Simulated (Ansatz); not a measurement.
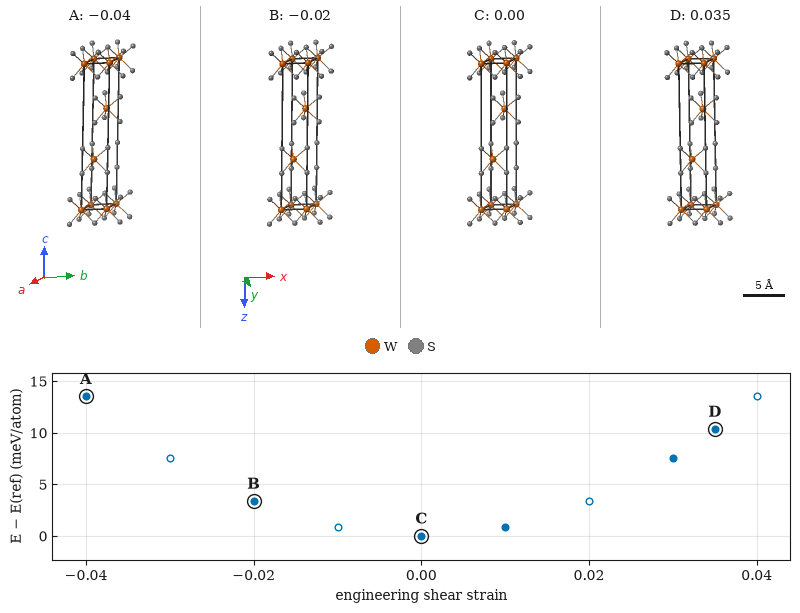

A scan of a crystal of WS₂ (R3m): the cell is strained in shear in the xz plane, with the atoms kept at their fractional coordinates. x, y and z are the Cartesian axes of the input. The lettered frames are marked on the plot. Hollow markers are points alike by symmetry, not computed again. A ball-and-stick model of the conventional cell (3 times the calculation's cell), seen slightly off an axis. Lengths and directions refer to the drawn axes.

All numbers below come from DFT PBEsol+D3(BJ), scalar-relativistic, plane waves, PAW in Ansatz. Settings: plane-wave cutoff 420 eV; k-point mesh 12 × 12 × 12; occupations gaussian; smearing width 0.05 eV; no spin polarisation. Energies (free energies at the smearing named) are counted from the cell as listed in its source, which wasn't relaxed.

Question: Describe the profile.

Answer: Of the computed points the lowest is at the strain 0.00, 0.0 meV/atom. At the ends of the scan the energy is 13.5 meV/atom (−0.04) and 13.5 meV/atom (0.04). The unrelaxed reference is under a pressure of −4.2 GPa. The distortion takes the space group from R3m to P1. At the strain −0.04 the cell of the drawing goes b 3.158 → 3.159 Å, c 18.490 → 18.494 Å, α 90.0° → 87.7°, β 90.0° → 91.1°.
